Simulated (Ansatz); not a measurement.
Run report: Cd, single-point calculation (part 2 of 2)

The same run, continued: Cd (slab, 10 atoms in the cell); DFT PBEsol, scalar-relativistic, plane waves, PAW, no spin polarisation (Ansatz 0.2.0); cutoff 420 eV, 20×11×1 k-mesh, Gaussian smearing of 0.1 eV. The structure derives from an entry of the Crystallography Open Database. It belongs to a series of runs on one base structure; here: clean surface.

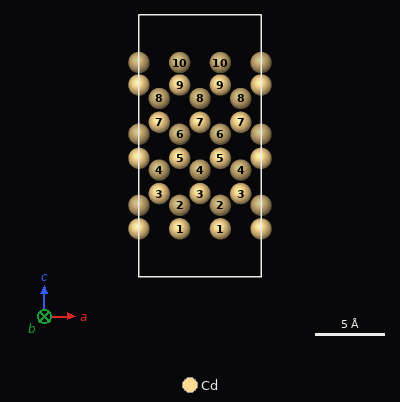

Fig. 1: The structure (spheres-only view of the 3 × 1 repeat of the cell, with the vacuum cut short, along the b axis; atoms are numbered from 1 in the order of the input).

Output, continued:
```
  k-point 1: bands = ["-99.6381", "-99.6327", "-99.6252", "-99.6158", "-99.5746", "-99.5644", "-99.5018", "-99.4286", "-99.2293", "-99.2162", "-60.7283", "-60.7260", "-60.7204", "-60.7068", "-60.7026", "-60.7020", "-60.7013", "-60.6947", "-60.6923", "-60.6886", "-60.6864", "-60.6815", "-60.6559", "-60.6556", "-60.6465", "-60.6376", "-60.6321", "-60.6302", "-60.5873", "-60.5832", "-60.5571", "-60.5127", "-60.5125", "-60.4843", "-60.3220", "-60.3172", "-60.3068", "-60.3043", "-60.2776", "-60.2666", "-6.5589", "-6.4146", "-6.3739", "-6.3428", "-6.2690", "-6.1755", "-6.1674", "-6.0827", "-6.0098", "-5.9737", "-5.9477", "-5.9232", "-5.8518", "-5.7934", "-5.7621", "-5.7452", "-5.7343", "-5.7175", "-5.6898", "-5.6411", "-5.6106", "-5.5790", "-5.5625", "-5.5231", "-5.4871", "-5.4581", "-5.4437", "-5.4304", "-5.4192", "-5.3668", "-5.3547", "-5.3449", "-5.3058", "-5.3057", "-5.2053", "-5.1794", "-5.1496", "-5.1285", "-5.1142", "-5.0788", "-5.0747", "-5.0733", "-5.0286", "-5.0113", "-4.9911", "-4.9425", "-4.9268", "-4.8608", "-4.8436", "-4.7639", "-4.7522", "-4.4613", "-3.3094", "-1.8694", "-0.4355", "-0.3472", "0.3458", "1.0296", "1.5786", "1.8989", "2.2985", "2.6881", "3.1941", "3.4294", "4.2728", "4.8803", "5.3635", "6.4300", "6.4696", "6.9626", "7.5396", "7.7058", "8.0807", "8.6473", "8.7140", "9.1004", "9.8323", "10.2104", "10.4371", "10.5010"]
  k-point 2: bands = ["-99.6381", "-99.6327", "-99.6252", "-99.6158", "-99.5746", "-99.5644", "-99.5018", "-99.4286", "-99.2293", "-99.2162", "-60.7284", "-60.7262", "-60.7194", "-60.7073", "-60.7027", "-60.7020", "-60.7013", "-60.6947", "-60.6923", "-60.6886", "-60.6864", "-60.6815", "-60.6560", "-60.6556", "-60.6465", "-60.6376", "-60.6321", "-60.6302", "-60.5873", "-60.5832", "-60.5571", "-60.5128", "-60.5125", "-60.4843", "-60.3220", "-60.3172", "-60.3068", "-60.3043", "-60.2776", "-60.2666", "-6.5446", "-6.4112", "-6.3625", "-6.3477", "-6.2614", "-6.1864", "-6.1767", "-6.0966", "-6.0159", "-5.9890", "-5.9601", "-5.9224", "-5.8563", "-5.8538", "-5.8014", "-5.7688", "-5.7367", "-5.7285", "-5.7138", "-5.6961", "-5.5698", "-5.5468", "-5.5374", "-5.5066", "-5.4952", "-5.4417", "-5.4363", "-5.4257", "-5.3706", "-5.3404", "-5.3379", "-5.3339", "-5.2853", "-5.2545", "-5.1812", "-5.1600", "-5.1368", "-5.1237", "-5.0931", "-5.0891", "-5.0627", "-5.0440", "-5.0433", "-5.0011", "-4.9772", "-4.9432", "-4.9264", "-4.8601", "-4.8450", "-4.7633", "-4.7530", "-4.3163", "-3.1835", "-1.7813", "-1.2967", "-0.6946", "-0.1047", "0.4223", "1.7268", "2.0972", "2.7602", "2.9531", "3.5001", "3.5977", "4.5737", "5.3766", "5.6978", "5.9805", "6.8200", "7.0891", "7.6611", "7.8411", "8.5798", "8.6458", "8.9224", "9.1252", "9.5097", "10.1814", "10.4711", "10.5941"]
  k-point 65: bands = ["-99.6360", "-99.6306", "-99.6232", "-99.6138", "-99.5725", "-99.5623", "-99.4998", "-99.4266", "-99.2272", "-99.2142", "-60.7391", "-60.7300", "-60.7286", "-60.7266", "-60.7121", "-60.7114", "-60.7102", "-60.7079", "-60.7030", "-60.6996", "-60.6959", "-60.6859", "-60.6669", "-60.6650", "-60.6543", "-60.6534", "-60.6449", "-60.6350", "-60.5923", "-60.5854", "-60.5806", "-60.5198", "-60.5101", "-60.5101", "-60.3194", "-60.3145", "-60.3132", "-60.3042", "-60.3023", "-60.3016", "-6.4023", "-6.3883", "-6.3853", "-6.3700", "-6.1980", "-6.1920", "-6.1612", "-6.1545", "-6.1507", "-6.1219", "-6.0638", "-6.0461", "-6.0052", "-5.9800", "-5.9438", "-5.9082", "-5.7499", "-5.7370", "-5.5846", "-5.5738", "-5.5445", "-5.5202", "-5.4438", "-5.4396", "-5.4105", "-5.4092", "-5.3461", "-5.3326", "-5.3155", "-5.2975", "-5.2083", "-5.2001", "-5.1819", "-5.1799", "-5.0857", "-5.0621", "-5.0455", "-5.0329", "-5.0200", "-4.9954", "-4.9752", "-4.9317", "-4.9069", "-4.8878", "-4.8562", "-4.8456", "-4.8287", "-4.7750", "-4.6328", "-4.6209", "0.9349", "0.9658", "1.3479", "1.3925", "1.4476", "1.7073", "1.7202", "2.0479", "2.6992", "2.9402", "3.1858", "3.4439", "4.0787", "4.4543", "4.4882", "4.6419", "5.5073", "5.7513", "6.2079", "6.2518", "7.3049", "7.5325", "8.3985", "8.4819", "9.0280", "9.2126", "10.0404", "10.2341", "10.6906", "10.7869"]
--- Band densities, each state counted as filled ---
  window                                       electrons  max residual (eV)  cut levels
  e_range: [-2, -1]                             3.527273             3.5e-9           0
  e_range: [-1, -0.5]                           1.790909             3.2e-9           0
  e_range: [-0.5, -0.25]                        1.009091             3.5e-9           0
  e_range: [-0.25, 0]                           1.118182             5.6e-9           0
  e_range: [0, 0.25]                            0.872727             3.9e-6           0
  e_range: [0.25, 0.5]                          1.136364             3.5e-6           0
  e_range: [0.5, 1]                             1.909091             3.4e-6           0
  e_range: [1, 1.5]                             1.963636             3.5e-6           0
```

File band_densities.tsv:
```
# window	n_electrons	max_residual_ev	n_cut_levels
# fermi_ev = 3.214942
# range_zeros_ev = 3.214942
# range_zeros_ev: from where a range's energies are measured, in spin up and in spin down where the run solves two channels
e_range_-2_-1	3.527273	3.509e-9	0
e_range_-1_-0.5	1.790909	3.227e-9	0
e_range_-0.5_-0.25	1.009091	3.467e-9	0
e_range_-0.25_0	1.118182	5.625e-9	0
e_range_0_0.25	0.872727	3.913e-6	0
e_range_0.25_0.5	1.136364	3.484e-6	0
e_range_0.5_1	1.909091	3.417e-6	0
e_range_1_1.5	1.963636	3.475e-6	0
```

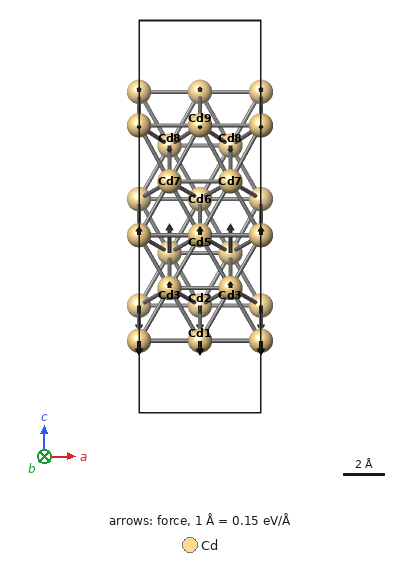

Fig. 2: Forces on the atoms as black arrows (ball-and-stick view of the 2 × 1 repeat of the cell, with the vacuum cut short, along the b axis; atoms are numbered from 1 in the order of the input); the smallest are left out. The largest act on Cd4 (0.22 eV/Å); Cd2 (0.19 eV/Å); Cd1 (0.11 eV/Å); Cd5 (0.07 eV/Å). The geometry is not a stationary point of this energy.

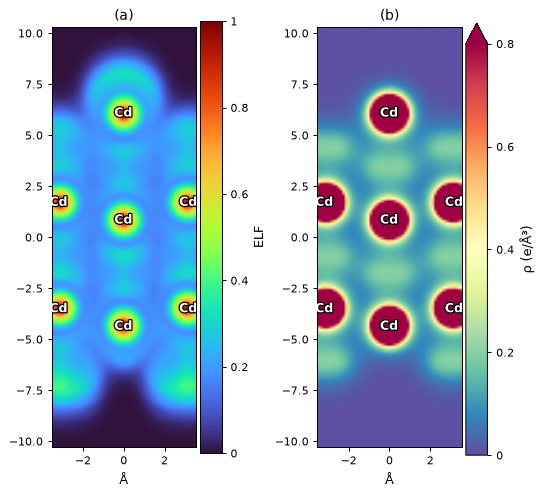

Fig. 3: (a) ELF; (b) valence pseudo-density on the (110) plane of the calculation cell, a cut from vacuum to vacuum. The plane passes through Cd nuclei. Cd–Cd (3.29 Å): ρ at the midpoint is about 0.12 e/Å³; the ELF is about 0.20 at the midpoint; no localised pair between them. The density dies away to nearly zero in the vacuum. The strong features right at Cd lie inside the PAW spheres (semicore, d or f shells) and say nothing about bonding. Core electrons are frozen (PAW), so the fields are smoothed inside the atomic spheres.

The run was set up as follows.

The input:
```yaml
crystal:
  lattice:
    - [2.97887251, 0.0, 0.0]
    - [0.0, 5.61765, 0.0]
    - [0.0, 0.0, 32.0389696974]
  atoms:
    - { symbol: Cd, position: [0.0, 0.25, 0.3121198994] }
    - { symbol: Cd, position: [0.0, 0.75, 0.3657999242] }
    - { symbol: Cd, position: [0.5, 0.25, 0.3926399412] }
    - { symbol: Cd, position: [0.5, 0.75, 0.4463199659] }
    - { symbol: Cd, position: [0.0, 0.25, 0.473159983] }
    - { symbol: Cd, position: [0.0, 0.75, 0.5282531209] }
    - { symbol: Cd, position: [0.5, 0.25, 0.5553715004] }
    - { symbol: Cd, position: [0.5, 0.75, 0.6097939792] }
    - { symbol: Cd, position: [0.0, 0.25, 0.6406934468] }
    - { symbol: Cd, position: [0.0, 0.75, 0.6918647258] }
basis:
  ecutwfc: 420.0
  fft_grid_basis: typed
kpoints:
  mp_grid: { grid: [20, 11, 1] }
hamiltonian:
  xc: pbesol
scf:
  occupations: { method: gaussian, width: 0.1 }
output:
  forces: true
  eigenvalues: true
  band_densities:
    - { e_range: [-2.0, -1.0] }
    - { e_range: [-1.0, -0.5] }
    - { e_range: [-0.5, -0.25] }
    - { e_range: [-0.25, 0.0] }
    - { e_range: [0.0, 0.25] }
    - { e_range: [0.25, 0.5] }
    - { e_range: [0.5, 1.0] }
    - { e_range: [1.0, 1.5] }
  band_residual_tolerance: 1.0e-05
  write_potential: true
  elf: true
  write_density: true
  volumetric_format: npy
efield:
  axis: 3
  dipole_correction: true
  ramp_width: 0.04
checkpoint:
  read: start.run
  write: ck
  compress: false
  write_wavefunctions: false
  write_every: 100000
```

Launch command:
```bash
ansatz run input.yaml --threads 2 --pin off --max-ram 4423MiB --backend cpu --events-out ev --progress --plain --runs-dir out
```

Results in brief:

| quantity | value |
| --- | --- |
| outcome | converged |
| electrons treated | 200 |
| free energy | −81838.6900 eV |
| work function, top face | 4.36 eV |
| work function, bottom face | 4.36 eV |
| Fermi energy | 3.215 eV |
| gap on the k-point mesh | none (metallic) |
| work function (upper face) | 4.36 eV |
| largest force (length of the vector) | 0.218 eV/Å |
| hardware | 2 threads of Intel Xeon @ 2.50GHz (Skylake/Cascade Lake), 189 GiB of memory available, shared host |
| wall time | 9.4 min (CPU time 18 min) |
| peak memory | 2.7 GiB |

Notes:

Notes on the run: the exchange-correlation potential is rough where the density is thin.
